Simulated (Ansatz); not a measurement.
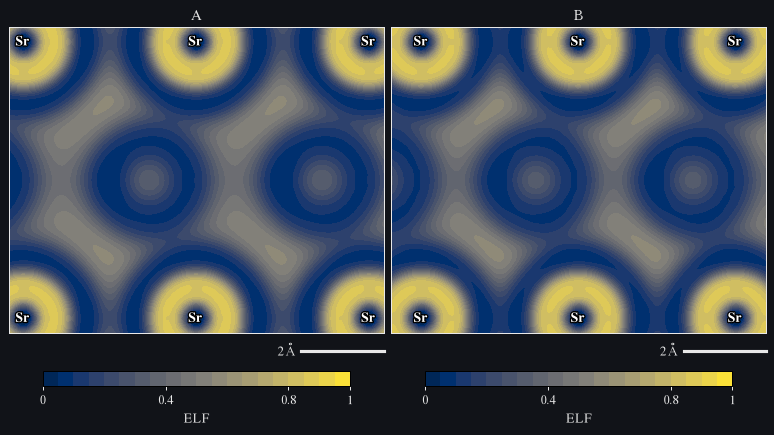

Sr. The ELF of two cells that differ in size and shape, on the (010) plane of each (indices in the axes of the calculation cell), at one length scale and on one colour scale: A has 50.1 Å³ an atom and B 45.5.

These are results of Ansatz, DFT LDA, scalar-relativistic, plane waves, PAW, not measurements.

Core electrons are frozen (PAW), and the valence fields are smoothed inside the atomic spheres.

The larger cell:

```xyz
2
Lattice="4.1980 0.0000 0.0000 -2.0990 3.5528 0.0000 0.0000 0.0000 6.7154" Properties=species:S:1:pos:R:3 pbc="T T T"
Sr   -0.4776    2.3686    1.6789
Sr    2.5766    1.1843    5.0366
```

The smaller cell: a = 3.815 Å, b = 4.033 Å, c = 6.715 Å, α = 90.00°, β = 90.00°, γ = 118.23°.

What changes from the larger cell to the smaller?

Answer. From the larger cell to the smaller, Sr–Sr goes from 4.20 to 3.82 Å, and the density at its midpoint from 0.04 to 0.05 e/Å³, the ELF there from 0.25 to 0.10; the pressure goes from −0.3 to 0.9 GPa.
